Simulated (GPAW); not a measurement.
# B K ELNES/XANES of BP (F-43m) from DFT, part 4 of 4

How does the B K edge of BP (F-43m) move when the bonds are compressed or stretched?

GPAW 26.7.0; X-ray absorption from dipole matrix elements to empty bands, plane-wave PAW LDA.

So far. Step 10 (Spectrum with FCH, B atom 2): The scaled spectrum changes by 6 % r.m.s. The highest intensity below 16 eV goes from 2.4 eV (1.84) to 2.3 eV (1.92).

### 12. Spectrum with FCH, B atom 2

Shorter bonds are expected to push antibonding states and scattering resonances up, and longer ones down; the cell is scaled to test that.

Changed against the first core-hole run: volume scale from 1 to 1.06.

Input file xas.py:

```python
import numpy as np
from ase import Atoms
from ase.parallel import parprint, paropen
from gpaw import GPAW, PW, FermiDirac, Mixer, MixerDif, setup_paths
from gpaw.test import gen
setup_paths.insert(0, '.')
gen('B', name='fch1s', xcname='LDA', corehole=(1, 0, 1), write_xml=True)
from gpaw.mpi import world
world.barrier()

atoms = Atoms('P6B6',
    cell=[[2.31350149, 4.62700299, 2.31350149],
     [4.62700299, -2.31350149, -2.31350149],
     [2.31350149, 2.31350149, -4.62700299]],
    scaled_positions=[[0.125, 0.375, 0.625],
     [0.625, 0.54166667, 0.79166667],
     [0.125, 0.70833333, 0.95833333],
     [0.625, 0.875, 0.125],
     [0.125, 0.04166667, 0.29166667],
     [0.625, 0.20833333, 0.45833333],
     [0, 0, 0],
     [0.5, 0.16666667, 0.16666667],
     [0, 0.33333333, 0.33333333],
     [0.5, 0.5, 0.5],
     [0, 0.66666667, 0.66666667],
     [0.5, 0.83333333, 0.83333333]],
    pbc=True)
atoms.calc = calc = GPAW(legacy_gpaw=True, mode=PW(430, force_complex_dtype=True), xc='LDA', setups={6: 'fch1s'},
    kpts={'size': (3, 4, 4), 'gamma': True}, occupations=FermiDirac(0.02),
    charge=0, mixer=Mixer(0.1, 5, 50), maxiter=150,
    convergence={'density': 0.0001, 'eigenstates': 1e-6}, txt='scf.txt')
energy = atoms.get_potential_energy() + calc.get_reference_energy()
ef = calc.get_fermi_level()
out = dict(energy=energy, fermi=ef, forces=atoms.get_forces().tolist())
parprint(f'all-electron energy {energy:.4f} eV, Fermi level {ef:.4f} eV')
ev = np.array([[calc.get_eigenvalues(k, s) for k in range(len(calc.get_ibz_k_points()))] for s in range(calc.get_number_of_spins())])
out['homo'], out['lumo'], out['counts'] = ev[ev < ef].max(), ev[ev > ef].min(), sorted(set((ev < ef).sum((0, 2)).tolist()))
out['filled'] = (ev[:, 0] < ef).sum(1).tolist()

from ase.units import Ha
from gpaw.xas import dipole_matrix_elements
nb = int(calc.get_number_of_electrons() / 2) + 91
top, nb = nb, nb + 8 + nb // 12
nscf = calc.fixed_density(kpts={'size': (5, 5, 5), 'gamma': True}, nbands=nb,
    convergence={'bands': top, 'eigenstates': 5e-3}, maxiter=60, txt='nscf.txt')
cell = atoms.cell.array
ops = [cell.T @ U.T @ np.linalg.inv(cell.T) for U in nscf.wfs.kd.symmetry.op_scc]
filled = [24]  # bands filled in the ground state, by spin
E = np.arange(-6, 34, 0.1)
fwhm = np.interp(E, [4, 25], [0.9, 3.5])
Y, X, zero, highest = 0, 0, 1e9, 1e9
for spin in range(nscf.get_number_of_spins()):
    wfs = nscf.wfs
    mine = wfs.bd.get_slice()  # this rank's bands
    A = dipole_matrix_elements(wfs.setups[6])
    eps = np.zeros((wfs.kd.nibzkpts, nb))
    d = np.zeros((3, A.shape[1], wfs.kd.nibzkpts, nb), complex)
    for kpt in wfs.kpt_u:
        if kpt.s == spin and 6 in kpt.P_ani:
            eps[kpt.k, mine] = kpt.eps_n * Ha
            d[:, :, kpt.k, mine] = (kpt.weight * wfs.nspins / 2) ** 0.5 * np.inner(A, kpt.P_ani[6])
    world.sum(eps)
    world.sum(d)
    T = np.einsum('amkn,bmkn->abkn', d, d.conj()).real
    T = sum(np.einsum('ai,ijkn,bj->abkn', R, T, R) for R in ops) / len(ops)
    empty = np.ones_like(eps, bool) & (np.arange(nb) >= filled[spin])
    zero, highest = min(zero, eps[empty].min()), min(highest, eps[:, top - 1].min())
    lines = [(eps, T, empty)] if spin == 0 else lines + [(eps, T, empty)]
for eps, T, empty in lines:
    f = np.einsum('aakn->akn', T).reshape(3, -1)
    x = eps.ravel() - zero
    w = np.interp(x, E, fwhm) / 2.35482
    g = np.exp(-0.5 * ((E[:, None] - x) / w) ** 2) / (w * (2 * np.pi) ** 0.5)
    Y = Y + (f * empty.ravel()) @ g.T
    X = X + (f * ~empty.ravel()) @ g.T
out.update(E=E.round(2).tolist(), xas=Y.tolist(), xes=X.tolist(), zero=zero, valid=highest - zero, nk=len(eps), nb=nb)
for i in range(0, len(E), 10):
    parprint(f'{E[i]:7.2f}', *(f'{v:10.3e}' for v in Y[:, i]))
import json
with paropen('out.json', 'w') as f:
    json.dump(out, f)
```

Run with:

```
$ OMP_NUM_THREADS=1 mpirun -n 4 gpaw python xas.py
```

Numbers of over 12 decimals in the logs are rounded to 6 here.

Log:

```text
Input parameters:
  convergence: {density: 0.0001,
                eigenstates: 1e-06}
  kpts: {gamma: True,
         size: (3, 4, 4)}
  maxiter: 150
  mixer: {backend: pulay,
          beta: 0.1,
          method: separate,
          nmaxold: 5,
          weight: 50}
  mode: {ecut: 430.0,
         force_complex_dtype: True,
         name: pw}
  occupations: {fixmagmom: False,
                name: fermi-dirac,
[...]
*p    :     0.346334
*d    :     0.000000
--------------------------------

Diagonalizing with gridspacing h=0.050

state   all-electron     PAW
-------------------------------
2s:      -0.864526    -0.865247
2p:      -0.653666    -0.654690
*d:                   -0.075592
*f:                   -0.015154
-------------------------------
all-electron energy -59513.3652 eV, Fermi level 7.5662 eV
[...]
32.00  2.164e-04  2.196e-04  2.164e-04
  33.00  2.041e-04  2.082e-04  2.041e-04
[key lines of the parts left out:]
Converged after 18 iterations.
Dipole moment: (-6.375763, -9.139534, -6.375763) |e|*Ang
Free energy:   -106.898591
Fermi level: 7.56623
```

Elapsed: 51 s, on 4 MPI ranks of Intel Xeon Platinum 8488C (Sapphire Rapids), shared host; peak memory 0.35 GiB; 3.4 min of CPU time.

```csv
E (eV),first run,this run
-2.0,0.00,0.00
-1.0,0.00,0.00
0.0,0.10,0.14
1.0,0.97,1.23
2.0,1.74,1.97
3.0,1.57,1.66
4.0,1.47,1.54
5.0,1.24,1.30
6.0,1.33,1.37
7.0,1.36,1.27
8.0,1.23,1.11
9.0,1.04,0.91
10.0,0.98,0.98
11.0,1.01,0.95
12.0,0.88,0.72
13.0,0.65,0.60
14.0,0.60,0.73
15.0,0.78,0.86
16.0,0.90,0.71
17.0,0.73,0.55
18.0,0.56,0.53
19.0,0.52,0.54
20.0,0.52,0.53
21.0,0.52,0.49
22.0,0.48,0.44
23.0,0.44,0.42
24.0,0.42,0.46
25.0,0.46,0.53
26.0,0.53,0.58
```

The scaled spectrum changes by 12 % r.m.s. The highest intensity below 16 eV goes from 2.4 eV (1.84) to 2.2 eV (2.00).

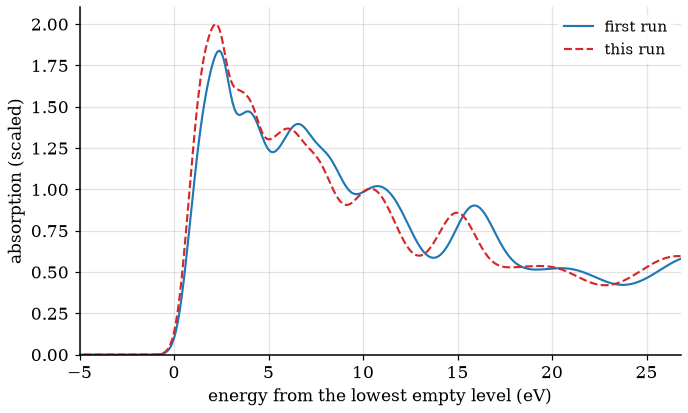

The effect of the change (volume scale from 1 to 1.06).

The photon energy of the zero moves by +0.27 eV.

### 13. The volumes side by side

```csv
volume,nearest distance (Å),shift of the zero (eV),maximum 1 (eV above own zero),maximum 2 (eV above own zero),maximum 3 (eV above own zero)
0.94,1.925,-0.30,2.5,7.1,16.9
0.97,1.945,-0.15,2.5,6.8,16.4
1,1.965,+0.00,2.4,6.6,15.9
1.03,1.984,+0.14,2.3,6.3,15.4
1.06,2.004,+0.27,2.2,6.0,15.0
```

The curves, each shifted by its zero's change so that they share one photon-energy axis, counted from the zero at V × 1:

```csv
E (eV),V × 0.94,V × 0.97,V × 1,V × 1.03,V × 1.06
-2.0,0.00,0.00,0.00,0.00,0.00
-1.0,0.00,0.00,0.00,0.00,0.00
0.0,0.19,0.14,0.10,0.07,0.05
1.0,1.01,1.00,0.97,0.93,0.88
2.0,1.64,1.69,1.74,1.80,1.88
3.0,1.35,1.46,1.57,1.69,1.80
4.0,1.36,1.41,1.47,1.52,1.58
5.0,1.14,1.19,1.24,1.29,1.33
6.0,1.28,1.31,1.33,1.35,1.36
7.0,1.40,1.39,1.36,1.33,1.30
8.0,1.28,1.25,1.23,1.20,1.16
9.0,1.13,1.09,1.04,0.99,0.94
10.0,1.03,1.00,0.98,0.97,0.95
11.0,1.04,1.03,1.01,1.00,0.99
12.0,0.95,0.92,0.88,0.83,0.79
13.0,0.75,0.70,0.65,0.62,0.61
14.0,0.59,0.58,0.60,0.63,0.68
15.0,0.64,0.71,0.78,0.83,0.85
16.0,0.88,0.91,0.90,0.85,0.76
17.0,0.92,0.84,0.73,0.64,0.58
18.0,0.71,0.62,0.56,0.53,0.53
19.0,0.54,0.52,0.52,0.52,0.53
20.0,0.50,0.51,0.52,0.53,0.53
21.0,0.51,0.52,0.52,0.51,0.51
22.0,0.50,0.50,0.48,0.47,0.45
23.0,0.47,0.45,0.44,0.43,0.42
24.0,0.43,0.42,0.42,0.43,0.44
25.0,0.43,0.45,0.46,0.49,0.51
```

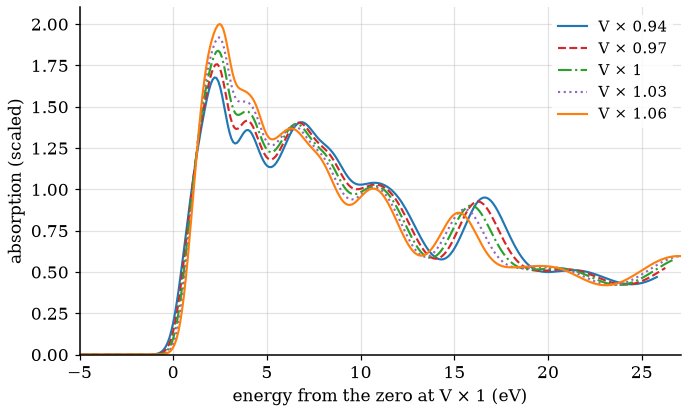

The edge at each volume, on one photon-energy scale.

### 14. Summary of results

```
absorber and edge                               : B K, atom 2 of the ground-state input (counted from 1)
surroundings                                    : 4 P at 1.97 Å (tetrahedral, site symmetry -43m)
highest intensity below 16 eV                   : 2.4 eV above the zero, height 1.84
photon energy of the zero, with the added terms : 186.1 eV (raw 191.7 eV; LDA puts this hole about 2 eV below PBE, itself good to a few eV)
```

From V × 0.94 to V × 1.06 the nearest distance grows by 0.079 Å and the zero moves by +0.57 eV. Above their own zero, the maxima move from 2.5 to 2.2 eV, from 7.1 to 6.0 eV and from 16.9 to 15.0 eV. The one highest in energy moves most, in the direction that the rule ΔE·R² ≈ constant for scattering resonances gives. The B K edge of atom 2, with 4 P at 1.97 Å (tetrahedral, site symmetry -43m), has its highest intensity of the first 16 eV at 2.4 eV above the zero, near 188 eV in photon energy (LDA puts this hole about 2 eV below PBE, itself good to a few eV), 1.8 times the mean level of the first 20 eV (Gaussian full width 0.9 eV up to 4 eV, rising linearly to 3.5 eV at 25 eV). The holes are only 5.6 Å apart, so the shape is probably not converged with cell size; no larger cell was run here. The mesh is coarse (0.27 Å⁻¹ between points), so small maxima may be mesh ripples. The structure is a published determination, not relaxed.

[Banner, clock and machine lines of the logs are left out without a mark of their own.]

[Logs are printed without paths, hosts, clocks, repeated set-up lines and the standing remarks that a program may print on its own settings, such as how far it seeks lower states.]

[Hosts, paths, dates, database ids (printed as entryN), source tags and the programs' standing remarks are cut or masked in the printed files.]

[Lists of maxima count a maximum above −3 eV only where it reaches 4 % of the highest in the window and stands out from its surroundings by 2 % of it (1.5 % where it reaches 55 %); shoulders and weaker maxima are passed over, and of the rest the first, up to two pre-edge ones and the few strongest are named.]
